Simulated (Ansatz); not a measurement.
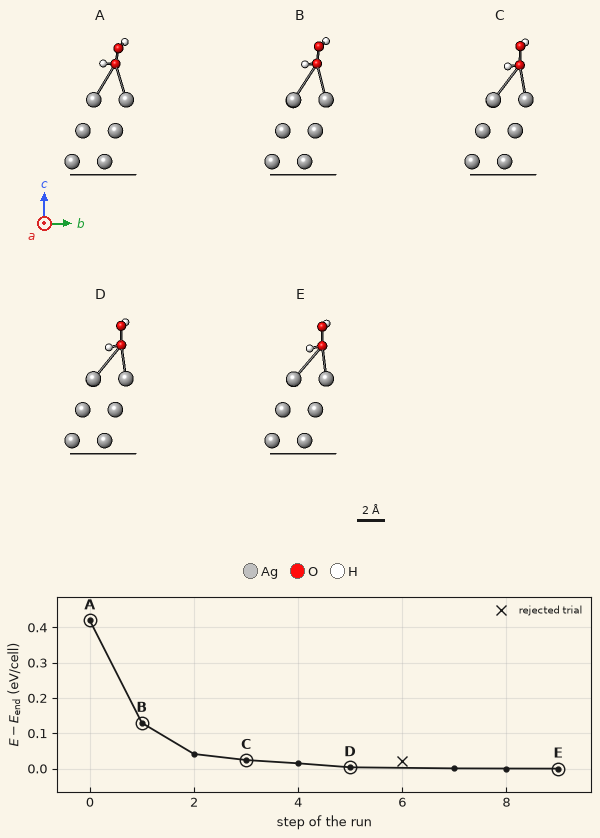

Frames of a constrained relaxation of a slab of composition Ag$_{6}$HO (cut from the Fm-3m phase), marked on the history of the run. A ball-and-stick model of the cell of the calculation, outlined in the plane, without the vacuum (origin shifted), seen along the a axis.

Case: 1 H2O2 a cell, donor, over a hollow Ag-Ag-Ag site. The slab is the (1 1 1) face of Ag with H2O2 on it. 4 atoms are held fixed.

Theory: DFT PBE+D3(BJ), scalar-relativistic, plane waves, PAW (Ansatz 0.2.0).

The input:
```yaml
crystal:
  lattice:
    - [5.7606628201, 0.0, 0.0]
    - [-2.8803314101, 4.9888803449, 0.0]
    - [0.0, 0.0, 24.3850614965]
  atoms:
    - { symbol: Ag, position: [0.3333333333, 0.1666666667, 0.3280697078] }
    - { symbol: Ag, position: [0.3333333333, 0.6666666667, 0.3280697078] }
    - { symbol: Ag, position: [0.8333333333, 0.1666666667, 0.3280697078] }
    - { symbol: Ag, position: [0.8333333333, 0.6666666667, 0.3280697078] }
    - { symbol: Ag, position: [0.6666666667, 0.3333333333, 0.4252131851] }
    - { symbol: Ag, position: [0.6666666667, 0.8333333333, 0.4252131851] }
    - { symbol: Ag, position: [0.1666666667, 0.3333333333, 0.4252131851] }
    - { symbol: Ag, position: [0.1666666667, 0.8333333333, 0.4252131851] }
    - { symbol: Ag, position: [0.0, 0.5, 0.5223971059] }
    - { symbol: Ag, position: [0.0, 0.0, 0.5223971059] }
    - { symbol: Ag, position: [0.5, 0.5, 0.5223971059] }
    - { symbol: Ag, position: [0.5, 0.0, 0.5223971059] }
    - { symbol: O, position: [0.6666666667, 0.8333333333, 0.6355811551] }
    - { symbol: O, position: [0.7772203719, 0.8792139765, 0.6845742651] }
    - { symbol: H, position: [0.5203920622, 0.6437924404, 0.6367047939] }
    - { symbol: H, position: [0.702377619, 0.9769735386, 0.7045373068] }
basis:
  ecutwfc: 420
kpoints:
  mp_grid: { grid: [4, 4, 1] }
hamiltonian:
  xc: pbe
  dispersion: d3bj
scf:
  occupations: { method: gaussian, width: 0.1 }
output:
  forces: true
  eigenvalues: true
  write_density: true
  write_potential: true
  elf: true
  volumetric_format: npy
relax:
  adjacent_minimum: "off"
  f_tol: 0.04
  max_steps: 100
  constraints: [{ sites: [0, 1, 2, 3] }]
efield:
  axis: 3
  dipole_correction: true
  ramp_width: 0.04
```

Run as
```bash
ansatz run input.yaml --threads 4 --pin off --max-ram 10240MiB --backend cpu --events-out ev --progress --plain --runs-dir out
```

### What happens along the run?

H15 moves most: 0.77 Å at 54° to the normal (−c side). Largest moves by element: H 0.77 Å, O 0.59 Å, Ag 0.05 Å. The cell doesn't change. Some distances before and after: Ag10–O13 3.222 → 2.863 Å, Ag12–O13 3.222 → 2.992 Å, O13–O14 1.317 → 1.484 Å, Ag11–O13 3.222 → 3.384 Å. Bond angles that change, for instance: O13–O14–H16 104.8° → 99.5°, O14–O13–H15 104.8° → 101.5°. After 8 accepted moves (9 points after the start) the energy has fallen by 0.420 eV per cell of the calculation. The largest force component goes from 5.1 to 0.027 eV/Å. The line search rejected the trial step at point 6 of the run. The forces were under the threshold at step 7, but the run went on from there. From step 0 to 1: H15 moves most (0.16 Å), energy −0.290 eV per cell of the calculation. From step 1 to 3: H15 moves most (0.31 Å), energy −0.105 eV per cell of the calculation. From step 3 to 5: H15 moves most (0.24 Å), energy −20.6 meV per cell of the calculation. From step 5 to 9: H16 moves most (0.15 Å), energy −3.8 meV per cell of the calculation.

| step | E − E(0), meV/atom | largest force component, eV/Å | note |
| --- | --- | --- | --- |
| 0 | 0.00 | 5.1042 |  |
| 1 | -18.15 | 2.1647 |  |
| 2 | -23.65 | 0.5641 |  |
| 3 | -24.72 | 0.5322 |  |
| 4 | -25.30 | 0.4237 |  |
| 5 | -26.01 | 0.2558 |  |
| 6 | -24.81 | 1.1363 | rejected |
| 7 | -26.20 | 0.0304 |  |
| 8 | -26.23 | 0.0740 |  |
| 9 | -26.24 | 0.0274 |  |

Limits of the set-up: the periodic images lie only 5.8 Å apart, so the values are limited by the cell's size.
